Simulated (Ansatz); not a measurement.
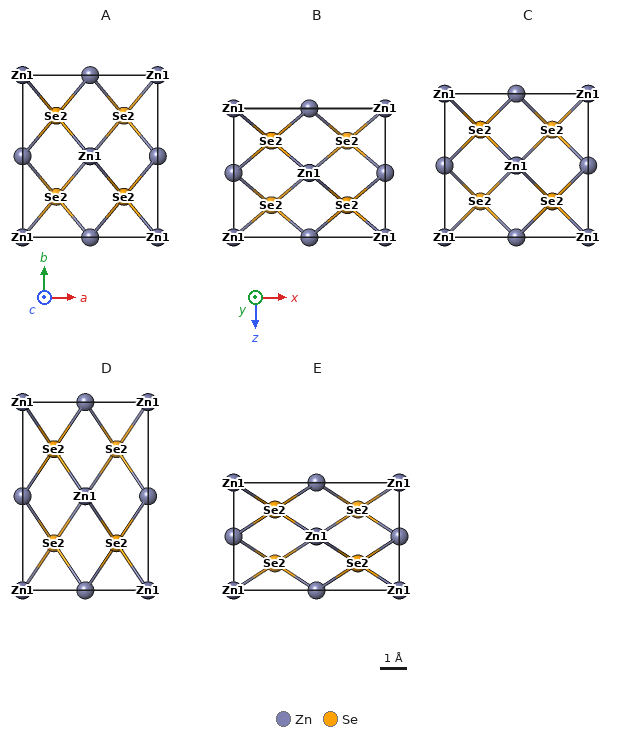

Crystalline ZnSe (F-43m): the ratio of the cell's length along z to its lengths across, counted as 1 for the reference, is changed at fixed volume (a tetragonal or Bain path), with the atoms kept at their fractional coordinates. x, y and z are the Cartesian axes of the input. Style: ball-and-stick. Shown: the conventional cell (4 times the calculation's cell), along the c axis. Lengths and directions refer to the drawn axes.

All numbers below come from DFT PBE, scalar-relativistic, plane waves, PAW (Ansatz 0.2.0). Set-up: plane-wave cutoff 420 eV; k-point mesh 10 × 10 × 10; occupations gaussian; smearing width 0.05 eV; no spin polarisation. Energies (free energies at the smearing named) are counted from the cell as listed in its source, which wasn't relaxed.

Question: Rank the frames from lowest to highest energy.

Answer: Lowest first: C (the relative ratio 1.00, 0 meV/atom), B (the relative ratio 0.85, 34 meV/atom), A (the relative ratio 1.20, 67 meV/atom), E (the relative ratio 0.65, 185 meV/atom), D (the relative ratio 1.50, 412 meV/atom). Over the whole scan: of the computed points the lowest is at the relative ratio 1.00, 0 meV/atom. The unrelaxed reference is under a pressure of 2.1 GPa. The distortion takes the space group from F-43m to I-4m2. At the relative ratio 1.50 the cell of the drawing goes a 5.668 → 4.951 Å, b 5.668 → 7.427 Å, c 5.668 → 4.951 Å. The band gap on the mesh, 1.29 eV in the reference, closes at 1.414, 1.50.
